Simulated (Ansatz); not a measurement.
ScAl$_{3}$N$_{4}$

Input file:

```
crystal:
  lattice:
    - [0.0, 0.0, -5.0048352437]
    - [3.2358253169, 5.6046138533, 0.0]
    - [3.2098189083, -5.5895990463, 0.0]
  atoms:
    - { symbol: Sc, position: [0.0109425233, 0.1612169772, 0.3224339544] }
    - { symbol: Al, position: [0.0021550489, 0.164033369, 0.8348683455] }
    - { symbol: Al, position: [0.0055989881, 0.6652846056, 0.3305692113] }
    - { symbol: Al, position: [0.0021550489, 0.6708349765, 0.8348683455] }
    - { symbol: Sc, position: [0.5109425233, 0.3387830228, 0.6775660456] }
    - { symbol: Al, position: [0.5021550489, 0.335966631, 0.1651316545] }
    - { symbol: Al, position: [0.5055989881, 0.8347153944, 0.6694307887] }
    - { symbol: Al, position: [0.5021550489, 0.8291650235, 0.1651316545] }
    - { symbol: "N", position: [0.5881038103, 0.1590842436, 0.3181684873] }
    - { symbol: "N", position: [0.6249534335, 0.1548058178, 0.8451401643] }
    - { symbol: "N", position: [0.6211377135, 0.6676150013, 0.3352300026] }
    - { symbol: "N", position: [0.6249534335, 0.6903343464, 0.8451401643] }
    - { symbol: "N", position: [0.0881038103, 0.3409157564, 0.6818315127] }
    - { symbol: "N", position: [0.1249534335, 0.3451941822, 0.1548598357] }
    - { symbol: "N", position: [0.1211377135, 0.8323849987, 0.6647699974] }
    - { symbol: "N", position: [0.1249534335, 0.8096656536, 0.1548598357] }
basis:
  ecutwfc: 420
kpoints:
  mp_grid: { grid: [6, 4, 4] }
hamiltonian:
  xc: pbesol
scf:
  occupations: { method: gaussian, width: 0.02 }
output:
  forces: true
  stress: true
  eigenvalues: true
  write_density: true
  write_potential: true
  elf: true
  volumetric_format: npy
relax:
  adjacent_minimum: "off"
  f_tol: 0.005
  max_steps: 80
  cell: { stress_tol: 0.05 }
```

Launched as:

```sh
ansatz run input.yaml --threads 4 --pin off --max-ram 10240MiB --backend cpu --events-out ev --progress --plain --runs-dir out
```

Below, planes, directions and counts refer to the conventional cell (a = 6.48 Å, b = 11.15 Å, c = 5.00 Å, α = 90.00°, β = 90.00°, γ = 90.00°).

The fields are those of the relaxed geometry.

Space group Cmc2₁; a generated structure, not necessarily the stable one.

These are results of Ansatz 0.2.0, DFT PBEsol, scalar-relativistic, plane waves, PAW, not measurements.

Core electrons are frozen (PAW), and the valence fields are smoothed inside the atomic spheres.

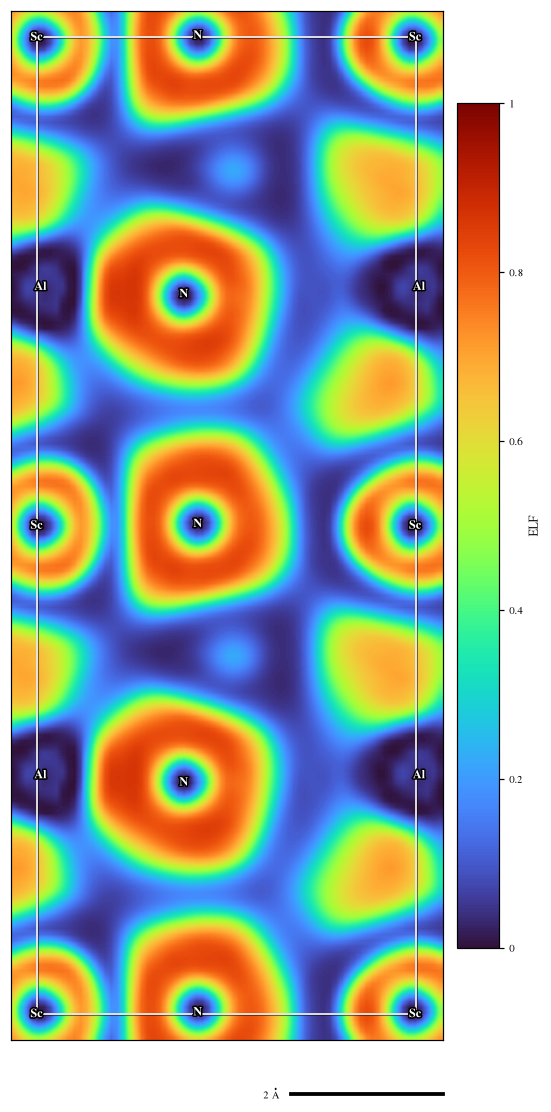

Figure 1. Electron localisation function on the (11̄0) plane of the conventional cell.

### Describe what can be read from this map.

The section cuts through Sc, Al and N sites.
Al–N (1.89 Å): the ELF peaks at about 0.85 in the valence shell of N, 0.7 Å from its nucleus, and is about 0.85 at the midpoint.
Sc–N (2.12 Å): the ELF peaks at about 0.80 in the valence shell of N, 0.6 Å from its nucleus, and is about 0.20 at the midpoint; no shared electron pair shows on this line.
The features right at Sc lie inside the PAW spheres, where the map follows smoothed inner orbitals and isn't to be read closely.

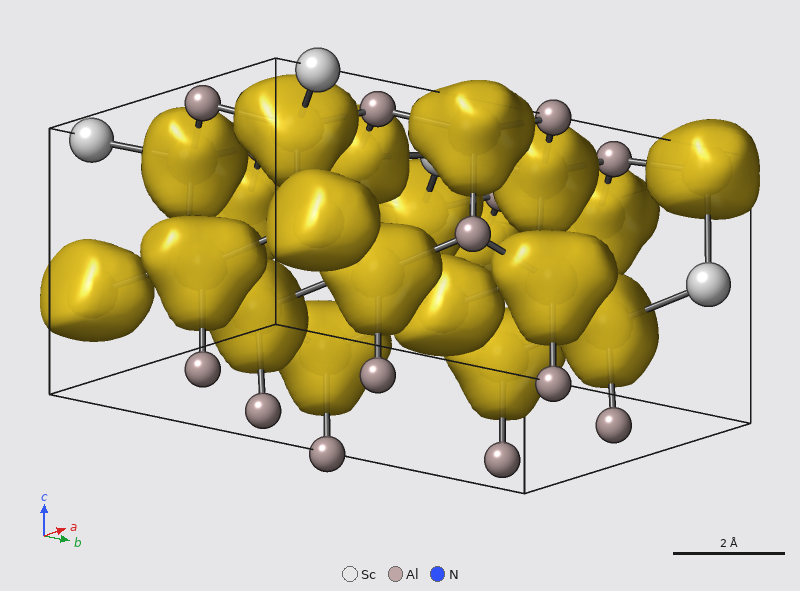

Figure 2. Isosurface of the electron localisation function at 0.7 (yellow), seen at an oblique angle. Core shells and regions of very low density are left out. Sticks mark near contacts.

### Identify the bonds, lone pairs and shells in this picture.

The ELF exceeds this value in 16 regions on N in which the atom's valence shell and bonds are merged, counted in one cell of 32 atoms. Regions shared between cells count once.


 Sc–N (2.04 Å): the ELF peaks at about 0.85 in the valence shell of N, 0.6 Å from its nucleus, and is about 0.25 at the midpoint; no localised pair shows between them.

### Does the calculation make it a metal, or give it a gap?

It is gapped, with a Kohn–Sham gap of 3.6 eV on the k-point mesh, an upper bound to the gap of this method.
